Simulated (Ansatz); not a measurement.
## PbSe: an electron-density study

Space group Cmcm. The cell comes from a database of computed structures, not from a measurement.

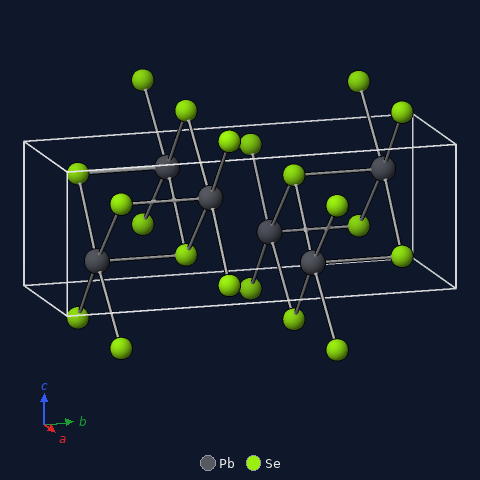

The conventional cell.

The calculation's input:

```
crystal:
  lattice:
    - [4.30975318, 0.0, 0.0]
    - [0.0, 0.0, -4.45049357]
    - [-2.15487659, 6.13394735, 0.0]
  atoms:
    - { symbol: Pb, position: [0.36823927, 0.25, 0.73647854] }
    - { symbol: Pb, position: [0.63176073, 0.75, 0.26352146] }
    - { symbol: Se, position: [0.13871004, 0.25, 0.27742008] }
    - { symbol: Se, position: [0.86128996, 0.75, 0.72257992] }
basis:
  ecutwfc: 420
  fft_grid_basis: typed
kpoints:
  mp_grid: { grid: [8, 6, 8] }
hamiltonian:
  xc: pbe
  pseudopotentials: { kind: paw }
scf:
  occupations: { method: gaussian, width: 0.05 }
output:
  forces: true
  stress: true
  eigenvalues: true
  bader: true
  write_density: true
  volumetric_format: npy
  elf: true
```

Run with:

```sh
ansatz run input.yaml --threads 1 --pin off --max-ram 2560MiB --backend cpu --events-out ev --progress --plain --runs-dir out
```

The picture shows the conventional cell (a = 4.31 Å, b = 12.27 Å, c = 4.45 Å, α = 90.00°, β = 90.00°, γ = 90.00°).

All numbers below come from DFT PBE, scalar-relativistic, plane waves, PAW (Ansatz).

Core electrons are frozen (PAW), so the maps are meaningful between the atoms, not at the nuclei.

### 1. Bonding charge

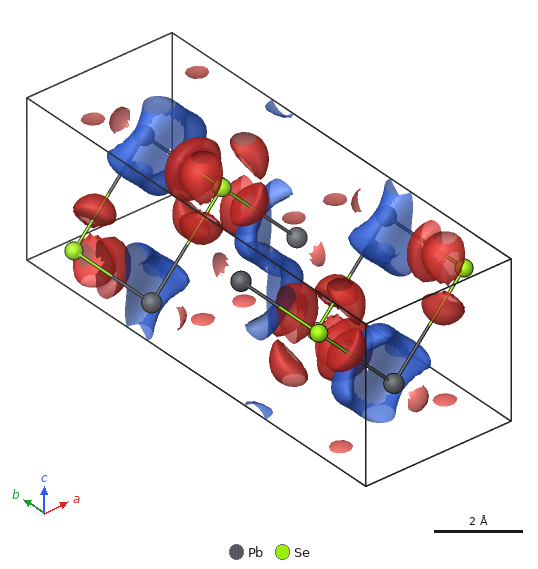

Density of the crystal less the sum of free-atom densities: red surfaces at +0.03 and blue ones at −0.03 e/Å³, in the conventional cell seen at an oblique angle (the regions close to the nuclei are left out). Cores are masked to 0.9 Å (Pb) and 0.8 Å (Se).

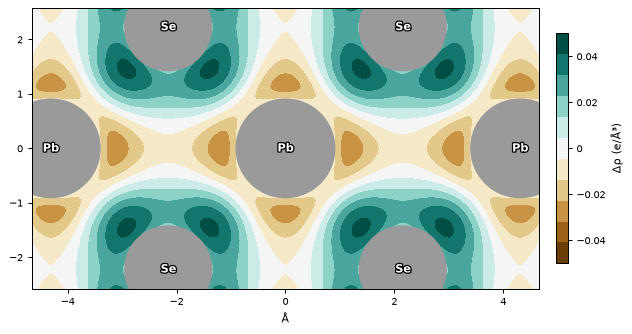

Second picture: a map on the (010) plane of the conventional cell, with grey discs over the atomic cores.

**Where does charge go when the atoms form this crystal?**

Pb–Se (2.82 Å): Δρ is +0.06 e/Å³ at the midpoint (this contact isn't in the plane drawn).
- Over the whole cell, outside the masked cores, the largest gain, 0.08 e/Å³, lies 1.2 Å from a selenium nucleus and 1.6 Å from a lead one (the plane drawn doesn't reach it), and the largest loss, 0.04 e/Å³, lies 1.1 Å from a lead nucleus.
- In all about 0.19 e an atom is rearranged against the free atoms.
- Bader charges: Pb +0.84 and Se −0.84 e.

### 2. States by energy

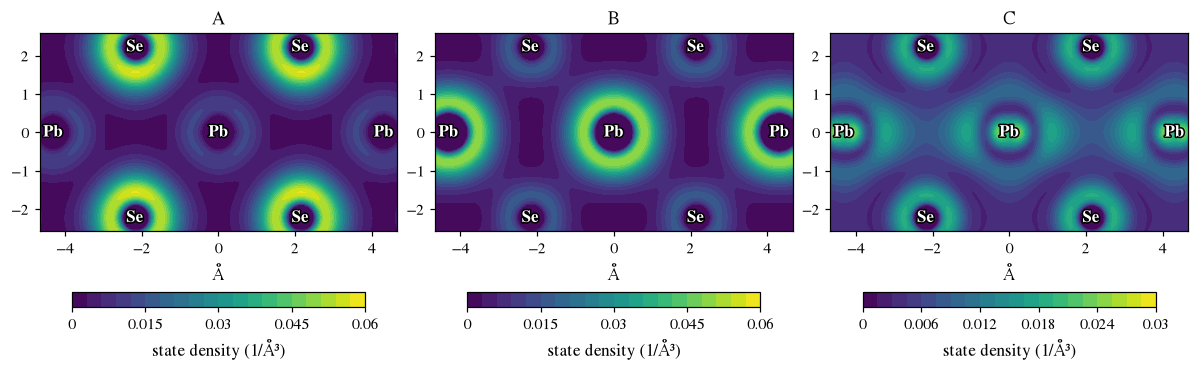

PbSe: densities of the states in three energy windows, on the (010) plane of the conventional cell.

**Match the panels to the energy ranges (zero at the valence-band maximum): −8.3 to −6.1 eV, −0.6 to 0.0 eV and +1.1 to +1.7 eV.**

Panel A: −0.6 to 0.0 eV, the top of the valence band, mainly Se 4p (80 %), Pb 6s (10 %) and Pb 6p (10 %).
Panel B: −8.3 to −6.1 eV, a separate group of bands, mainly Pb 6s (75 %) and Se 4p (15 %).
Panel C: +1.1 to +1.7 eV, the bottom of the conduction band, mainly Pb 6p (75 %), Se 4p (10 %) and Se 4s (10 %).
The characters are Löwdin shares on a minimal set of atomic orbitals.

### 3. Holes and electrons

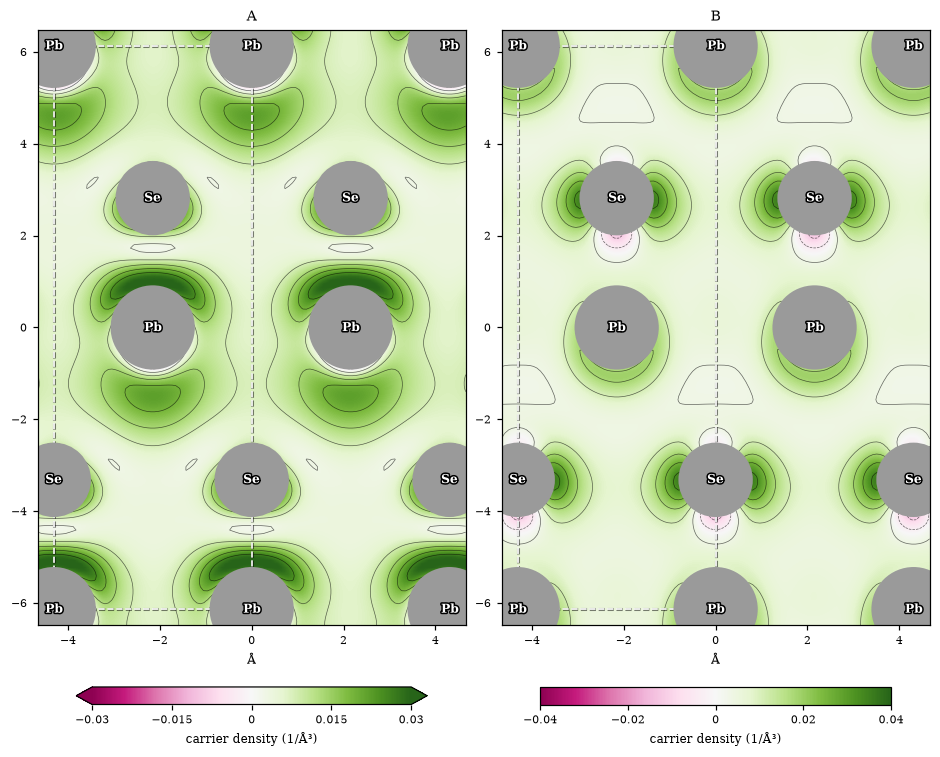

PbSe, doped once with holes and once with electrons (0.25 e in the calculation's cell of 4 atoms, uniform background, atoms fixed). Each panel shows the carrier's density (positive where it sits) on the (001) plane of the conventional cell; grey discs cover the cores. Cores are masked to 0.9 Å (Pb) and 0.8 Å (Se). This is very heavy doping.

**Which panel shows the hole and which the electron?**

A is the electron: outside the cores it is densest 1.0 Å from a lead nucleus; it divides as Pb about 60 % and Se about 40 %. B is the hole: outside the cores it is densest 0.9 Å from a selenium nucleus; it divides as Se about 60 % and Pb about 40 %. Shares are sums over atomic cells sized by the Bader volumes, which fill 45 % (Pb) and 55 % (Se) of the cell, so only an excess over these marks a preference; they are shares of the net change, screening included, and the band-edge orbitals themselves can be more concentrated.

### 4. Taking out a sublattice

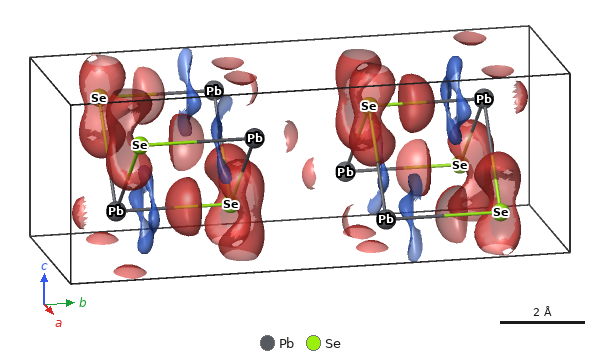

Density of the crystal less the densities of its Pb sublattice and of the rest (Se), each computed alone with the atoms in place (the rest with spin, the Pb sublattice without): red surfaces at +0.03 and blue ones at −0.03 e/Å³, in the conventional cell seen slightly off an axis (the regions close to the nuclei are left out). Cores are masked to 0.9 Å (Pb) and 0.8 Å (Se).

**What does the difference density show?**

Over the whole cell, outside the masked cores, the largest gain, 0.08 e/Å³, lies 1.2 Å from a selenium nucleus and 1.6 Å from a lead one, and the largest loss, 0.03 e/Å³, lies 1.1 Å from a lead nucleus. About 0.4 e is rearranged for each Pb atom. By Bader's partition Pb carries +0.84 e, so it gives electrons to the rest.

**How much energy binds the Pb sublattice to the rest, with both frozen?**

E(crystal) − E(Pb sublattice) − E(rest) is −3.9 eV for each Pb atom (negative: bound). The references are the frozen sublattices, not the elements, so this isn't a formation energy. A moment in a sublattice run without spin would make it less negative.

### 5. Putting it together

Charge passes from Pb (Pauling electronegativity 2.33) to Se (2.55), the direction that the scale predicts; the Bader charges fall short of whole formal charges, as they usually do. The electron favours Pb (60 % of it on 45 % of the volume), in line with the bottom of the conduction band, which is mainly Pb 6p. A carrier enters the states at the band edge, and screening then spreads part of it over the cell.
